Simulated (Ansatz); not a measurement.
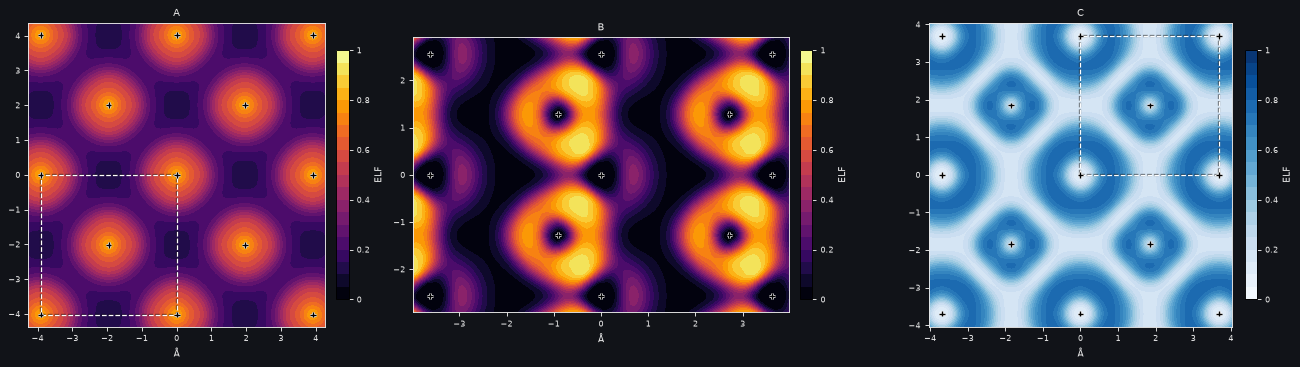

The ELF of 3 systems, each on a plane through atoms (crosses mark nuclei in the plane).

These are results of DFT PBE, scalar-relativistic, plane waves, PAW in Ansatz, not measurements.

System 1: BN, the (011) plane of the conventional cell. Space group F-43m; a structure from a database of computed crystals, not necessarily the ambient phase.

System 2: MoSe, the (001) plane of the cell of the magnetic structure. Space group Fm-3m; started from the rock salt prototype, which need not be the ambient phase; computed pressure about 7 GPa in this cell; spin-polarised.

```xyz
4
Lattice="0.0000 -2.6102 -2.6102 0.0000 2.6102 -2.6102 5.2203 0.0000 0.0000" Properties=species:S:1:pos:R:3 pbc="T T T"
Mo    0.0000    0.0000    0.0000
Se    2.6102    0.0000    0.0000
Mo    2.6102    0.0000   -2.6102
Se    0.0000    0.0000   -2.6102
```

System 3: Au, the (110) plane of the conventional cell. Space group I4/mmm; a structure from a database of computed crystals, not necessarily the ambient phase; changed on purpose from its base cell (volume × 0.88, shape and atoms relaxed); computed pressure about 26 GPa in this cell.

```
Au
1.0
     2.81909   -0.01758    0.36208
    -0.03058    2.81727    0.37516
    -0.49743   -0.51777    3.84772
Au
2
Direct
  0.50000 0.50000 0.50000
  0.00000 0.00000 0.00000
```

**Match each panel to its system.**

Panel A is system 3, Au: the plane holds Au. Au–Au (2.81 Å): the ELF is about 0.20 at the midpoint: no shared electron pair shows on this line. Panel B is system 1, BN: the plane holds B and N. B–N (1.57 Å): the ELF peaks at about 0.95 between the atoms; a shared but strongly polarised pair. Panel C is system 2, MoSe: the plane holds Se and Mo. Mo–Se (2.61 Å): the ELF is about 0.35 at the midpoint.
